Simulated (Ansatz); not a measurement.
# A series of single points on Si

System: Si (P6₃/mmc, 2 atoms in the cell).
Method: DFT PBE+D3(BJ), scalar-relativistic, plane waves, PAW, no spin polarisation (Ansatz 0.2.0).

The 8 runs differ only in the geometry, by a strain of the cell at fixed fractional positions. Against run 5, the strain is εxx = η and εyy = η. The structure derives from a Materials Project entry.

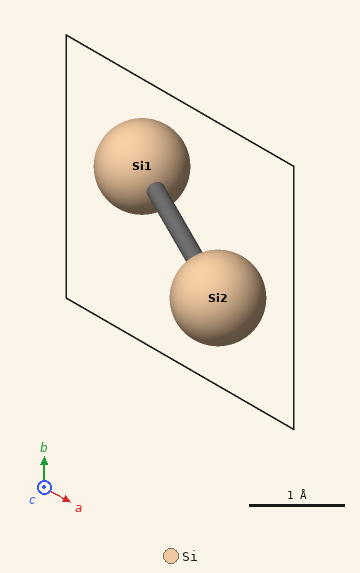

Figure 1. The structure of run 5 (ball-and-stick view of the cell of the calculation, along the c axis; atoms are numbered from 1 in the order of the input).

**Input of run 5**
```yaml
crystal:
  lattice:
    - [2.7688472049, 0.0, 0.0]
    - [-1.3844236024, 2.3978920186, 0.0]
    - [0.0, 0.0, 4.5089914857]
  atoms:
    - { symbol: Si, position: [0.3333333333, 0.6666666667, 0.25] }
    - { symbol: Si, position: [0.6666666667, 0.3333333333, 0.75] }
basis:
  ecutwfc: 420
kpoints:
  mp_grid: { grid: [24, 24, 14] }
hamiltonian:
  xc: pbe
  dispersion: d3bj
scf:
  occupations: { method: gaussian, width: 0.15 }
output:
  forces: true
  stress: true
  eigenvalues: true
```

Command:
```bash
ansatz run input.yaml --threads 1 --pin off --max-ram 2560MiB --backend cpu --events-out ev --progress --plain --runs-dir out
```

Lattice vectors (Å) and fractional positions of run 5:
```
   2.768847    0.000000    0.000000
  -1.384424    2.397892    0.000000
   0.000000    0.000000    4.508991
Si  0.333333  0.666667  0.250000
Si  0.666667  0.333333  0.750000
```

Run 7 differs from it as follows:
```diff
-    - [2.7688472049, 0.0, 0.0]
-    - [-1.3844236024, 2.3978920186, 0.0]
+    - [2.8677346051, 0.0, 0.0]
+    - [-1.4338673025, 2.4835310193, 0.0]
```

**Results, with one run withheld**

| run | strain parameter η (%) | free energy per atom, from the lowest run given (meV) | pressure (GPa) |
| --- | --- | --- | --- |
| 1 | −14.2857 | 279.61 | 37.61 |
| 2 | −11.9048 | 133.95 | 23.60 |
| 3 | −9.5238 | 46.53 | 13.27 |
| 4 | −7.1429 | 0.00 | 5.72 |
| 5 | 0.0000 | 26.27 | −7.84 |
| 6 | 2.3810 | 70.32 | −10.40 |
| 7 | 3.5714 | ? | ? |
| 8 | 4.7619 | 126.40 | −12.33 |

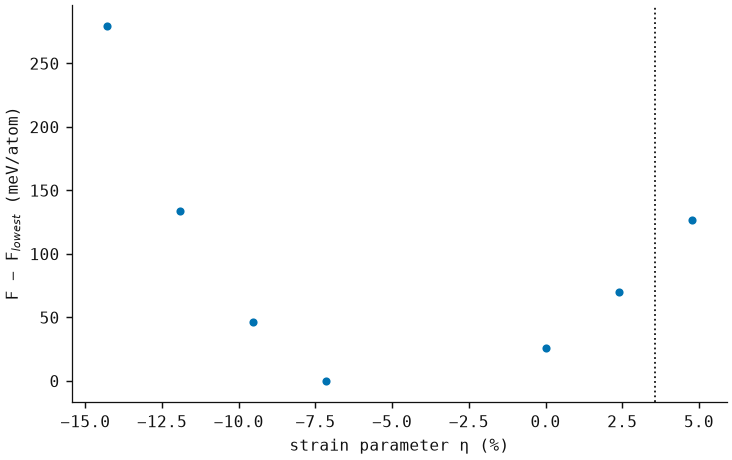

Figure 2. Free energy per atom of the runs given; the dotted line marks run 7.

Fit the runs given and predict run 7.

A cubic polynomial in the coordinate, fitted to the 7 runs given, misses them by at most 4.02 meV per atom. With x = η + 5.1020, it reads F = −18.072 − 1.8782 x + 2.5107 x² − 0.086014 x³ (meV per atom). At run 7 it gives 98.39 meV per atom, and the run itself gives 97.16. The fit has its minimum at η = −4.7205 %. So low a polynomial doesn't follow these energies more closely.

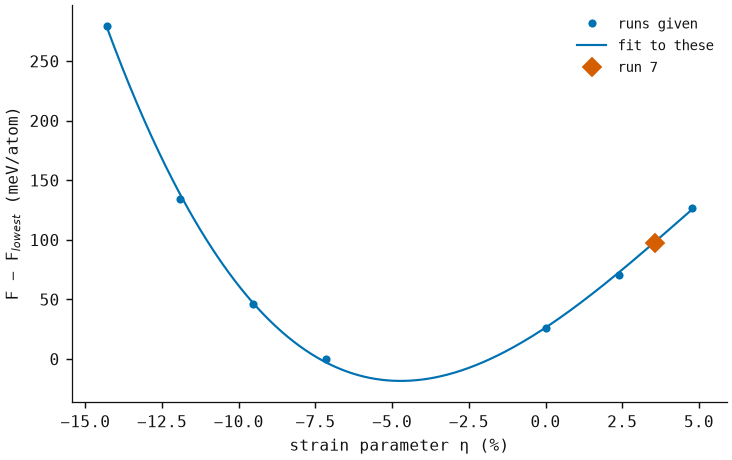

Figure 3. The fit and the withheld run.

**Output, shortened to warnings, some set-up lines, iterations and results (run 7)**
```
Basis set: ecut = 420 eV, 627 PW (Γ), exchange–correlation on 40×40×64 points (8 copies of the dense FFT grid, shifted against one another)
Symmetry: 24 space group operations
k-points: 488 of 8064
Initial density: superposition of atomic densities (neutral atoms: chi_scale 0, normalization atom), corrected by the library's trained network
[...]
SCF iter   1: F=—  HF=-1271.282990 eV  |F-HF|=—  |Δ(HF+E_count)|=         —  Δρ=2.33e-3  dr2=8.58e-4  ethr=1.77e-3  ⟨swp⟩=5.1  Hψ=28983  notcnv=0
SCF iter   2: F=—  HF=-1271.283342 eV  |F-HF|=—  |Δ(HF+E_count)|=   3.52e-4  Δρ=1.43e-3  dr2=3.39e-4  ethr=1.07e-5  ⟨swp⟩=1.8  Hψ=8321  notcnv=0
SCF iter   3: F=—  HF=-1271.283532 eV  |F-HF|=—  |Δ(HF+E_count)|=   1.91e-4  Δρ=8.49e-5  dr2=1.24e-6  ethr=4.24e-6  ⟨swp⟩=1.8  Hψ=5067  notcnv=0
SCF iter   4: F=—  HF=-1271.283549 eV  |F-HF|=—  |Δ(HF+E_count)|=   1.66e-5  Δρ=2.20e-5  dr2=6.29e-8  ethr=1.55e-8  ⟨swp⟩=2.1  Hψ=5574  notcnv=0
SCF iter   5: F=-1271.283549 eV  HF=-1271.283549 eV  |F-HF|=9.46e-11  |Δ(HF+E_count)|=   1.26e-7  Δρ=1.47e-6  dr2=5.92e-10  ethr=7.86e-10  ⟨swp⟩=2.1  Hψ=5717  notcnv=0
SCF iter   6: F=-1271.283549 eV  HF=-1271.283549 eV  |F-HF|=1.82e-12  |Δ(HF+E_count)|=  5.16e-11  Δρ=1.54e-7  dr2=5.46e-12  ethr=7.40e-12  ⟨swp⟩=1.7  Hψ=13523  notcnv=0
SCF 1 converged in 6 iterations: F = -1271.283549 eV  dr2 = 5.46e-12
SCF converged after 6 iterations
Free energy (F): -1271.283549 eV
Harris-Foulkes:  -1271.283549 eV  (|F-HF|=1.82e-12)
Internal energy: -1271.273584 eV  (E = F + TS)
E sigma→0 (E₀):  -1271.278566 eV
Entropy (-TS):   -0.009965 eV (-4.983 meV/atom)
Fermi energy:    9.307238 eV
--- Per-component energies (eV) ---
  E_band       = 31.865475
  E_kinetic    = 77.898107
  E_local      = -2.131132  (includes V_loc(G=0)·N_el)
  E_nonlocal   = 50.518184
  E_hartree    = 1.264763
  E_xc         = -110.439421
  E_vxc        = -93.504825  (∫ρ·V_xc dr)
  E_paw        = -1023.909764  (= ΣΔE_a)
  E_vpaw       = -3.444401  (= ΣTr[D̂ρ^β])
  E_aug_tail   = 0.000014  (compensation charges beyond the density's cutoff)
  E_ewald      = -263.704330
  E_disp       = -0.770004  (pairwise vdW)
  E_smearing   = -0.009965  (= −TS)
  E_closure    = 0.000000  (closes the sum)
  Σ components = -1271.283549   (vs F -1271.283549, Δ=0.00e0)
--- Forces (eV/Å), atoms counted from 1 ---
  atom   1  Si     0.00000000    -0.00000000     0.00000000
  atom   2  Si    -0.00000000     0.00000000     0.00000000
  max |Σ_I F_I| component: 7.40e-17 eV/Å
--- Stress (GPa, compression-positive) ---
      -12.233807       0.000000       0.000000
        0.000000     -12.233807      -0.000000
        0.000000      -0.000000      -9.873976
  P = ⅓ Tr σ = -11.4472 GPa (-114.472 kbar)
```
